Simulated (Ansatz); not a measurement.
KBr

```yaml
crystal:
  lattice:
    - [7.37660, 0.00000, 0.00000]
    - [0.00000, 0.00000, -7.37660]
    - [0.00000, 7.37660, 0.00000]
  atoms:
    - { symbol: K, position: [0.50000, 0.50000, 0.00000] }
    - { symbol: K, position: [0.00000, 0.50000, 0.50000] }
    - { symbol: K, position: [0.00000, 0.00000, 0.00000] }
    - { symbol: K, position: [0.50000, 0.00000, 0.50000] }
    - { symbol: Br, position: [0.25000, 0.75000, 0.25000] }
    - { symbol: Br, position: [0.75000, 0.75000, 0.75000] }
    - { symbol: Br, position: [0.75000, 0.25000, 0.25000] }
    - { symbol: Br, position: [0.25000, 0.25000, 0.75000] }
```

Space group F-43m; started from the zincblende prototype, which need not be the ambient phase.

Level of theory: DFT, HSE06, plane waves, PAW (Ansatz).

Question: Predict the valence pseudo-density and electron localisation function between the atoms.

Answer: K–Br (3.19 Å): ρ at the midpoint is about 0.11 e/Å³, with its minimum of 0.09 e/Å³ about 1.4 Å from K; the ELF is about 0.15 at the midpoint: an ionic contact with no shared pair.

Question: Does the calculation make it a metal, or give it a gap?

Answer: It is gapped, with a Kohn–Sham gap of 5.4 eV on the k-point mesh, an upper bound to the gap of this method.

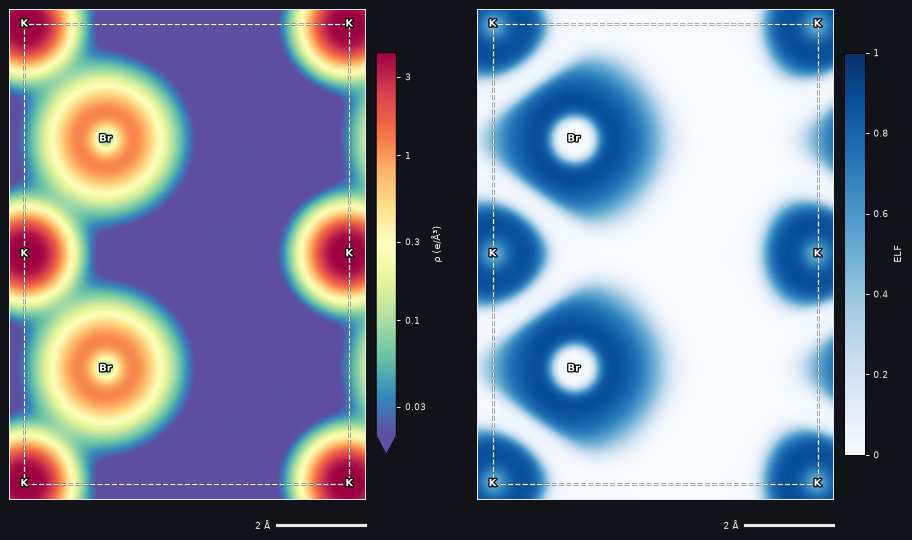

Computed valence pseudo-density and electron localisation function on the (101) plane of the conventional cell, in this order. 

The density is the valence pseudo-density of a PAW calculation; it isn't the true density close to the nuclei.
